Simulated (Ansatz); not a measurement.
# Run report: SiC, geometry relaxation

SiC (4 atoms in the cell), computed with DFT PBE, scalar-relativistic, plane waves, PAW, no spin polarisation (Ansatz 0.2.0).

The structure derives from an entry of the Crystallography Open Database.

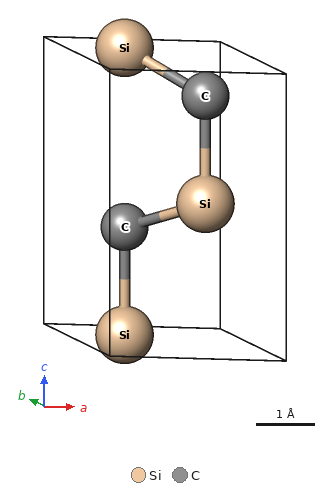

*The input geometry (ball-and-stick view of the cell of the calculation, seen slightly off an axis).*

Near neighbours in the crystal (not all of them lie inside the picture): Si has 4 C at 1.89 to 1.91 Å; C has 4 Si at 1.89 to 1.91 Å.

Results in brief

| quantity | value |
| --- | --- |
| outcome | converged |
| space group (tolerance 0.01 Å) | P6₃mc (186) |
| electrons treated | 16 |
| free energy | −1774.3091 eV |
| Fermi energy | 10.590 eV |
| gap on the k-point mesh | 2.31 eV |
| pressure | 0.02 GPa |
| final volume | 42.01 Å³ |
| largest force (length of the vector) at the end | 0.002 eV/Å |
| final cell | a = 3.092 Å, b = 3.092 Å, c = 5.074 Å, α = 90.00°, β = 90.00°, γ = 120.00° |
| hardware | 1 thread of Intel Xeon @ 2.50GHz (Skylake/Cascade Lake), 64 GiB of memory available, shared host |
| wall time | 14 s |
| peak memory | 0.42 GiB |

The input
```yaml
crystal:
  lattice:
    - [3.0914349269, 0.0, 0.0]
    - [-1.5457174634, 2.6772611808, 0.0]
    - [0.0, 0.0, 5.0751136079]
  atoms:
    - { symbol: Si, position: [0.3333333333, 0.6666666667, 0.0046070419] }
    - { symbol: Si, position: [0.6666666667, 0.3333333333, 0.5046070419] }
    - { symbol: C, position: [0.3333333333, 0.6666666667, 0.3803929581] }
    - { symbol: C, position: [0.6666666667, 0.3333333333, 0.8803929581] }
basis:
  ecutwfc: 420
kpoints:
  mp_grid: { grid: [12, 12, 6] }
hamiltonian:
  xc: pbe
scf:
  occupations: { method: gaussian, width: 0.02 }
output:
  forces: true
  stress: true
  eigenvalues: true
relax:
  adjacent_minimum: "off"
  f_tol: 0.005
  max_steps: 80
  cell: { stress_tol: 0.05 }
```

Command:
```bash
ansatz run input.yaml --threads 1 --pin off --max-ram 2560MiB --backend cpu --events-out ev --progress --plain --runs-dir out
```

The program's output
```
Engine: ansatz 0.2.0, x86_64-unknown-linux-gnu
Pseudopotentials: kind: paw
Pseudopotential: Si, paw, valence charge 4, recommended cutoff 420 eV (normal), Si.paw.azcp
Pseudopotential: C, paw, valence charge 4, recommended cutoff 420 eV (normal), C.paw.azcp
Functional definition: PBE
  parameter kappa = 0.804
  parameter beta = 0.06672455060314922
  exchange = pbe_x(kappa = kappa, mu = beta*pi^2/3)
  correlation = pbe_c(beta = beta)
Crystal: 4 atoms, lattice volume = 42.005 Å³
Basis set: ecut = 420 eV, 809 PW (Γ), exchange–correlation on 48×48×72 points (8 copies of the dense FFT grid, shifted against one another)
Bands: 12, of which v1, the nominal top of the filled ones, is band 8 counted from 1 (7 counted from 0)
Symmetry: 12 space group operations
Space group: P63mc (ITA 186), of the structure as read, at distance tolerance 3.5e-5 Å
k-points: 76 of 864 (time reversal used)
Non-local potential: Si, projectors of the file, l = 0: 2, l = 1: 2, l = 2: 2
Non-local potential: C, projectors of the file, l = 0: 2, l = 1: 2, l = 2: 1
PAW form: soft (Blöchl's): semilocal exchange-correlation on the pseudo side does not see the compensation charge
PAW one-centre angular grid: Si, 110 points (default); XC on 64 Gauss nodes
PAW one-centre angular grid: C, 110 points (default); XC on 64 Gauss nodes
Initial density: superposition of atomic densities (neutral atoms: chi_scale 0, normalization atom), corrected by the library's trained network
Initial wavefunctions: pseudopotential atomic-orbital guess
Functional: x = pbe(κ = 0.804, μ = 0.2195149727645171), c = pbe(β = 0.06672455060314922)
SCF iter   1: F=—  HF=-1774.309253 eV  |F-HF|=—  |Δ(HF+E_count)|=         —  Δρ=2.65e-3  dr2=3.19e-3  ethr=1.77e-3  ⟨swp⟩=5.8  Hψ=6261  notcnv=0
preconditioner: auto → none  [insulator: Δε(μ)=2.276 eV  Ē_g=11.799 eV  σ=0.020 eV  W_gap=1.00  n_scr=2 (ndim 8)  ℏωp=22.9 eV  f_vac=0.000  D(μ)=0.00/eV (n_scr^D=0)  ε∞_Penn≈4.8]
SCF iter   2: F=—  HF=-1774.309067 eV  |F-HF|=—  |Δ(HF+E_count)|=   1.87e-4  Δρ=9.46e-4  dr2=2.38e-4  ethr=2.00e-5  ⟨swp⟩=2.3  Hψ=2419  notcnv=0
SCF iter   3: F=—  HF=-1774.309083 eV  |F-HF|=—  |Δ(HF+E_count)|=   1.56e-5  Δρ=3.99e-4  dr2=2.72e-5  ethr=1.48e-6  ⟨swp⟩=2.0  Hψ=1388  notcnv=0
SCF iter   4: F=—  HF=-1774.309071 eV  |F-HF|=—  |Δ(HF+E_count)|=   1.18e-5  Δρ=6.66e-5  dr2=8.44e-7  ethr=1.70e-7  ⟨swp⟩=2.5  Hψ=1497  notcnv=0
iter 5 did not close the SCF: its close was put off for the readings that it lacked (scf_convergence_deferred on its scf_iter line)
SCF iter   5: F=-1774.309072 eV  HF=-1774.309072 eV  |F-HF|=1.14e-8  |Δ(HF+E_count)|=   1.49e-6  Δρ=5.02e-6  dr2=4.01e-9  ethr=5.27e-9  ⟨swp⟩=2.0  Hψ=1485  notcnv=0
SCF iter   6: F=-1774.309072 eV  HF=-1774.309072 eV  |F-HF|=2.15e-10  |Δ(HF+E_count)|=   1.25e-8  Δρ=8.26e-7  dr2=1.70e-10  ethr=2.50e-11  ⟨swp⟩=1.7  Hψ=2854  notcnv=0
SCF 1 converged in 6 iterations: F = -1774.309072 eV  dr2 = 1.70e-10
  greatest PAW one-centre occupation: 0.644 electrons in one spin orbital (limit 2), on the C atom at site 3 (counted from 0), in its partial waves of l = 0
relax step   1: F+E_penalty+E_count = -1774.30907219 eV  Δ(F+E_penalty+E_count) = +0.000e0 eV  max|allowed force component| = 1.550e-3 eV/Å  Δτ_max = 0.0000 Å  P = +0.036 GPa  Ω = 42.005 Å³  (6 SCF iters, dr2 threshold 1.00e-7 eV, accepted)
Crystal: 4 atoms, lattice volume = 42.008 Å³
Initial density: handed on by an earlier stage of this run
Initial wavefunctions: those handed on with the density
iter 1 solved again at ethr=5.25e-9 eV; its pass at ethr=3.10e-3 eV (dr2=8.40e-7 eV) is discarded
SCF iter   1: F=—  HF=-1774.309130 eV  |F-HF|=—  |Δ(HF+E_count)|=         —  Δρ=5.90e-5  dr2=1.10e-6  ethr=5.25e-9  ⟨swp⟩=2.0  Hψ=6208  notcnv=0
preconditioner: auto → none  [insulator: Δε(μ)=2.308 eV  Ē_g=11.809 eV  σ=0.020 eV  W_gap=1.00  n_scr=2 (ndim 8)  ℏωp=22.9 eV  f_vac=0.000  D(μ)=0.00/eV (n_scr^D=0)  ε∞_Penn≈4.8]
SCF iter   2: F=—  HF=-1774.309070 eV  |F-HF|=—  |Δ(HF+E_count)|=   6.00e-5  Δρ=2.46e-5  dr2=1.46e-7  ethr=5.25e-9  ⟨swp⟩=2.4  Hψ=1484  notcnv=0
SCF iter   3: F=-1774.309070 eV  HF=-1774.309070 eV  |F-HF|=4.45e-9  |Δ(HF+E_count)|=   1.47e-8  Δρ=6.07e-6  dr2=1.05e-8  ethr=1.15e-10  ⟨swp⟩=3.1  Hψ=3939  notcnv=0
SCF 2 converged in 3 iterations: F = -1774.309070 eV  dr2 = 1.05e-8
relax step   2: F+E_penalty+E_count = -1774.30906957 eV  Δ(F+E_penalty+E_count) = +2.625e-6 eV  max|allowed force component| = 2.124e-3 eV/Å  Δτ_max = 0.0002 Å  P = +0.016 GPa  Ω = 42.008 Å³  energy of the carried Pulay correction = -6.924e-6 eV  (3 SCF iters, dr2 threshold 1.85e-8 eV, accepted)
Initial wavefunctions: pseudopotential atomic-orbital guess (no wavefunctions were taken with the density)
iter 1 solved again at ethr=5.40e-8 eV; its pass at ethr=3.10e-3 eV (dr2=8.64e-6 eV) is discarded
SCF iter   1: F=—  HF=-1774.309139 eV  |F-HF|=—  |Δ(HF+E_count)|=         —  Δρ=7.42e-6  dr2=1.15e-8  ethr=5.40e-8  ⟨swp⟩=3.3  Hψ=8869  notcnv=0
preconditioner: auto → none  [insulator: Δε(μ)=2.309 eV  Ē_g=11.809 eV  σ=0.020 eV  W_gap=1.00  n_scr=2 (ndim 8)  ℏωp=22.9 eV  f_vac=0.000  D(μ)=0.00/eV (n_scr^D=0)  ε∞_Penn≈4.8]
SCF iter   2: F=—  HF=-1774.309080 eV  |F-HF|=—  |Δ(HF+E_count)|=   5.97e-5  Δρ=2.95e-6  dr2=1.27e-9  ethr=7.17e-11  ⟨swp⟩=3.3  Hψ=1943  notcnv=0
SCF iter   3: F=—  HF=-1774.309080 eV  |F-HF|=—  |Δ(HF+E_count)|=  4.94e-10  Δρ=1.50e-6  dr2=2.65e-10  ethr=7.92e-12  ⟨swp⟩=2.0  Hψ=1437  notcnv=0
SCF iter   4: F=—  HF=-1774.309080 eV  |F-HF|=—  |Δ(HF+E_count)|=  2.48e-10  Δρ=3.99e-7  dr2=4.05e-11  ethr=1.65e-12  ⟨swp⟩=2.3  Hψ=1537  notcnv=0
SCF iter   5: F=-1774.309080 eV  HF=-1774.309080 eV  |F-HF|=4.55e-13  |Δ(HF+E_count)|=  3.18e-12  Δρ=3.93e-8  dr2=6.80e-13  ethr=1.00e-12  ⟨swp⟩=4.1  Hψ=3058  notcnv=0
SCF 3 converged in 5 iterations: F = -1774.309080 eV  dr2 = 6.80e-13
relax step   3: F+E_penalty+E_count = -1774.30907951 eV  Δ(F+E_penalty+E_count) = -9.938e-6 eV  max|allowed force component| = 2.124e-3 eV/Å  Δτ_max = 0.0000 Å  P = +0.016 GPa  Ω = 42.008 Å³  stress off target by 4.67e-2 GPa  SCF on the basis re-selected at this cell (its energy is not comparable with the rows above)  (5 SCF iters)
```

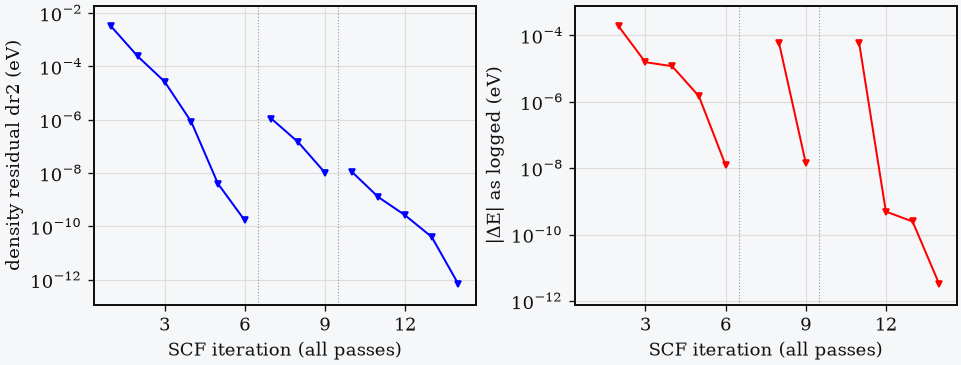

*Convergence of the self-consistent field: density residual dr2 and size of the energy change against the SCF iteration. The dotted lines part the SCF passes of the relaxation: geometry steps, rejected trials and re-solves on a re-selected basis.*

The passes take 6, 3 and 5 iterations.

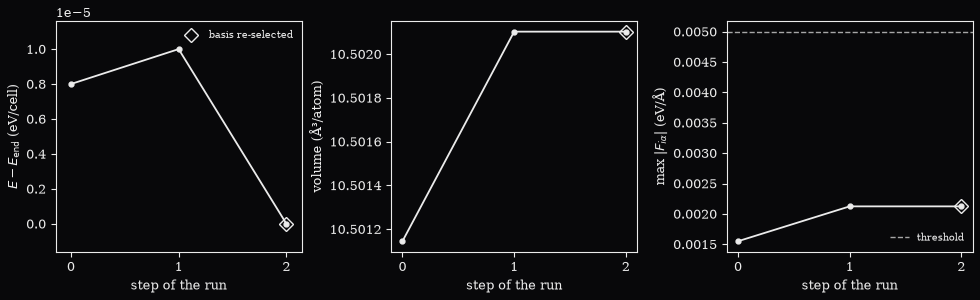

*Progress of the relaxation, step by step (the first geometry is step 0 here and step 1 in the log).*

No atom moves by more than 0.005 Å relative to the cell. The space group stays P6_3mc (No. 186). After 1 geometry step the energy has risen by next to nothing (0.0 meV per cell of the calculation). Largest force component: 0.0015 eV/Å at the start, 0.0021 eV/Å at the end. The pressure goes from 0.04 to 0.02 GPa. A last SCF at the same geometry on a re-selected plane-wave basis shifts the energy by next to nothing (0.0 meV per cell of the calculation). (Atoms are counted from 1 in the order of the input.)

```
basis re-selected at this cell: Δ(F+E_penalty+E_count) = -9.938e-6 eV, ΔP = -0.000 GPa vs the last step (what re-selecting the basis moved, of the pressure what is left beyond the Pulay correction that the steps carried, after the strain that the cell walked since its last selection, with what the two solves' SCF thresholds leave and, on support functions, any second-order correction that the steps lacked; it is no measure of the basis error at this ecutwfc). This SCF's stress stands 4.67e-2 GPa from its target on what of the cell is left free (relax.cell.stress_tol is 5.00e-2 GPa) and its largest allowed force component is 2.12e-3 eV/Å (relax.f_tol is 5.00e-3 eV/Å): within both
SCF converged after 5 iterations
Free energy (F): -1774.309080 eV
Harris-Foulkes:  -1774.309080 eV  (|F-HF|=4.55e-13)
Internal energy: -1774.309080 eV  (E = F + TS)
E sigma→0 (E₀):  -1774.309080 eV
Fermi energy:    10.589896 eV
--- Per-component energies (eV) ---
  E_band       = 55.088754
  E_kinetic    = 269.973503
  E_local      = -212.413588  (includes V_loc(G=0)·N_el)
  E_nonlocal   = 103.279672
  E_hartree    = 65.331548
  E_xc         = -210.546693
  E_vxc        = -218.143879  (∫ρ·V_xc dr)
  E_paw        = -1224.024223  (= ΣΔE_a)
  E_vpaw       = -18.270073  (= ΣTr[D̂ρ^β])
  E_aug_tail   = 0.000025  (compensation charges beyond the density's cutoff)
  E_ewald      = -565.909325
  E_smearing   = -0.000000  (= −TS)
  E_closure    = 0.000000  (closes the sum)
  Σ components = -1774.309080   (vs F -1774.309080, Δ=0.00e0)
--- Forces (eV/Å), atoms counted from 1 ---
  atom   1  Si    -0.00000000    -0.00000000     0.00212410
  atom   2  Si     0.00000000     0.00000000     0.00212410
  atom   3  C     -0.00000000    -0.00000000    -0.00212312
  atom   4  C      0.00000000     0.00000000    -0.00212312
  max |Σ_I F_I| component: 1.95e-6 eV/Å
--- Stress (GPa, compression-positive) ---
        0.000885       0.000000      -0.000000
       -0.000000       0.000885       0.000000
       -0.000000       0.000000       0.046725
  P = ⅓ Tr σ = 0.0162 GPa (0.162 kbar)
--- Band table (eV; the first three rows and the last of 76) ---
  k-point 0: bands = ["-6.0093", "-2.4991", "0.8285", "8.1269", "8.1269", "9.3289", "9.4356", "9.4356", "14.1039", "15.4681", "16.0136", "16.0136"]
  k-point 1: bands = ["-5.8752", "-3.0293", "1.5769", "8.2020", "8.2020", "8.5935", "9.3332", "9.3332", "14.2294", "16.0131", "16.0624", "16.0624"]
  k-point 2: bands = ["-5.4769", "-3.9710", "3.1590", "6.9445", "8.4153", "8.4153", "9.0658", "9.0658", "14.6004", "15.9423", "16.2699", "16.2699"]
  k-point 75: bands = ["-1.2896", "-1.2896", "1.7349", "1.7349", "3.8773", "3.8773", "7.7118", "7.7118", "14.4325", "14.4325", "15.4295", "15.4295"]
--- Relaxed structure (2 steps of the walk, 2 accepted, 1 SCFs on fresh bases) ---
  F+E_penalty+E_count = -1774.30907951 eV   max|allowed force component| = 2.124e-3 eV/Å   (the final SCF, on the basis selected at the relaxed cell)
  cell:  # Å, volume = 42.0084 Å³
    - [3.0919867343930854, -2.8872613987307753e-11, -2.6745366788930774e-20]
    - [-1.5459933671715382, 2.677739060163336, 3.937801389877601e-21]
    - [-4.39070458055779e-20, -1.788510526814942e-20, 5.073764600445318]
  atoms:
    - { symbol: Si, position: [0.3333333333333333, 0.6666666666666666, 0.004563671785742983] }
    - { symbol: Si, position: [0.6666666666666667, 0.33333333333333337, 0.5045636717857429] }
    - { symbol: C, position: [0.3333333333333333, 0.6666666666666666, 0.380436328214257] }
    - { symbol: C, position: [0.6666666666666667, 0.33333333333333337, 0.880436328214257] }
```

Trajectory as extended XYZ (Å, eV, eV/Å), 3 frames, from step=1 to step=3
```
4
Lattice="3.0914 0.0000 0.0000 -1.5457 2.6773 0.0000 0.0000 0.0000 5.0751" Properties=species:S:1:pos:R:3:forces:R:3 step=1 energy=-1774.30907 pressure_GPa=0.04
Si    0.0000    1.7848    0.0234    0.0000   0.0000  -0.0016
Si    1.5457    0.8924    2.5609    0.0000   0.0000  -0.0016
C     0.0000    1.7848    1.9305    0.0000   0.0000   0.0015
C     1.5457    0.8924    4.4681    0.0000   0.0000   0.0015
4
Lattice="3.0920 0.0000 0.0000 -1.5460 2.6777 0.0000 0.0000 0.0000 5.0738" Properties=species:S:1:pos:R:3:forces:R:3 step=2 energy=-1774.30907 pressure_GPa=0.02
Si    0.0000    1.7852    0.0232    0.0000   0.0000   0.0021
Si    1.5460    0.8926    2.5600    0.0000   0.0000   0.0021
C     0.0000    1.7852    1.9302    0.0000   0.0000  -0.0021
C     1.5460    0.8926    4.4671    0.0000   0.0000  -0.0021
4
Lattice="3.0920 0.0000 0.0000 -1.5460 2.6777 0.0000 0.0000 0.0000 5.0738" Properties=species:S:1:pos:R:3:forces:R:3 step=3 energy=-1774.30908 pressure_GPa=0.02
Si    0.0000    1.7852    0.0232    0.0000   0.0000   0.0021
Si    1.5460    0.8926    2.5600    0.0000   0.0000   0.0021
C     0.0000    1.7852    1.9302    0.0000   0.0000  -0.0021
C     1.5460    0.8926    4.4671    0.0000   0.0000  -0.0021
```

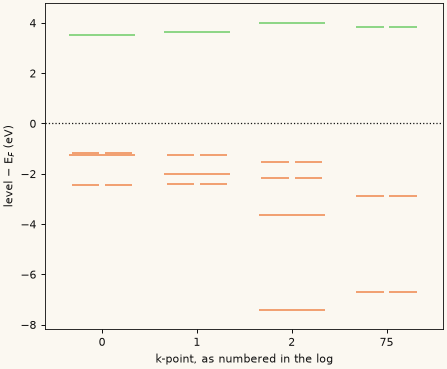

*Kohn–Sham levels near the Fermi level (dotted) at the few k-points that the log prints; levels within 0.02 eV of each other stand side by side.*

Among these points the highest filled and lowest empty levels are 4.67 eV apart; the gap on the full mesh, 2.31 eV, has an edge at a point that isn't printed.
